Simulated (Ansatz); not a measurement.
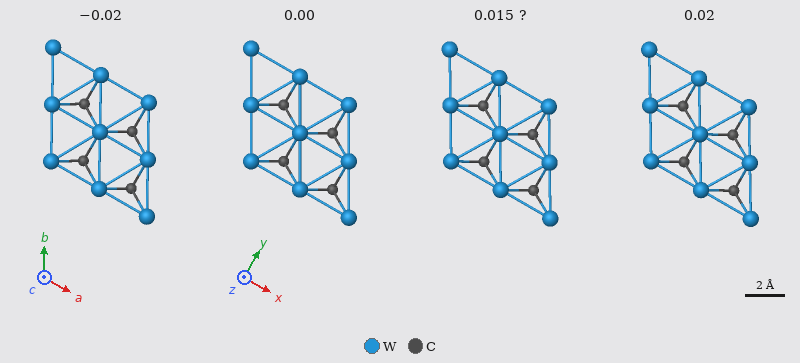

A scan of a crystal of WC (P-6m2): the cell is strained along x and oppositely along y, with the atoms kept at their fractional coordinates. x, y and z are the Cartesian axes of the input. Style: ball-and-stick. Shown: the cell of the calculation, repeated 2 × 2 × 2 with one cell outlined, along the c axis.

Level of theory: Ansatz, DFT r2SCAN, scalar-relativistic, plane waves, PAW. (plane-wave cutoff 500 eV; k-point mesh 18 × 18 × 16; occupations gaussian; smearing width 0.15 eV; no spin polarisation). Energies (free energies at the smearing named) are counted from the cell as listed in its source, which wasn't relaxed.

```
 strain  E − E(ref) (meV/atom)
−0.0200                   14.1
−0.0150                    7.9
−0.0100                    3.5
−0.0050                    0.9
 0.0000                    0.0
 0.0050                    0.9
 0.0100                    3.4
 0.0150                      ?
 0.0175                   10.4
 0.0200                   13.5
```

> Fill in the missing row.

A straight line between the two neighbours gives 8.1 meV/atom. A cubic through the four nearest rows (0.0050, 0.0100, 0.0175, 0.0200) gives, with Lagrange weights, (−0.0667)(0.9) + (0.3333)(3.4) + (1.0667)(10.4) + (−0.3333)(13.5) = 7.7 meV/atom. The calculation gives 7.7 meV/atom, so the cubic is right to the digits shown and the straight line 0.4 meV/atom too high, as the curve bends upwards here.

The whole profile:

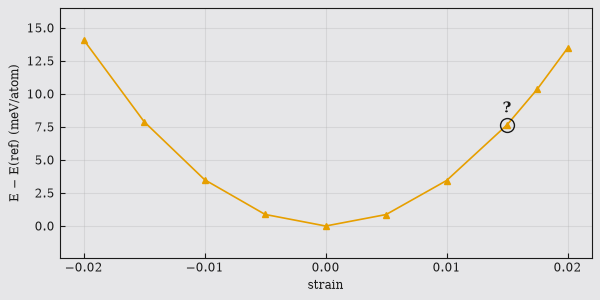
